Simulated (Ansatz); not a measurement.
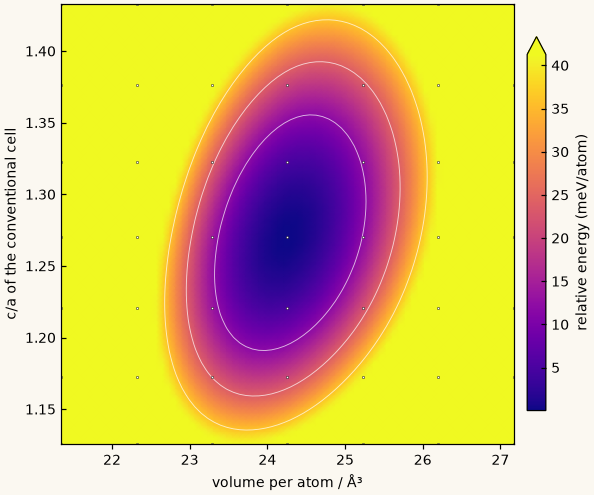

Te2Pt (P-3m1, No. 164; 3 atoms in the cell). The energy is mapped over volume and the cell's shape. First axis: volume per atom. Second axis: c/a of the conventional cell. Nothing is relaxed (fractional coordinates fixed). The grid has 7 × 7 points. Points are written as (first, second). Energies are in meV/atom, from the lowest grid point. Level of theory: DFT PBEsol, scalar-relativistic, plane waves, PAW in Ansatz. Settings: cutoff 420 eV, k-mesh 12×12×8 in the order of the run's cell vectors, gaussian smearing 0.15 eV, no spin polarisation.

The picture shows a smooth colour map with a few white contour lines, dots at the grid points, one colour for all values above the top of the scale. Between grid points the surface is interpolated.

**Estimate the position of the minimum and the force constants in these coordinates.**

The interpolated minimum is at volume per atom ≈ 24.26 Å³, c/a of the conventional cell ≈ 1.270. The curvatures there are about 0.084 eV/(Å³)² and 12 eV, with a cross term of about −0.31 eV/Å³ (per cell of 3 atoms). Round the minimum the valley is somewhat tilted: raising volume per atom shifts the best value of c/a of the conventional cell upwards (coupling k₁₂/√(k₁₁k₂₂) about −0.3).

PAW datasets: the set soft_1.
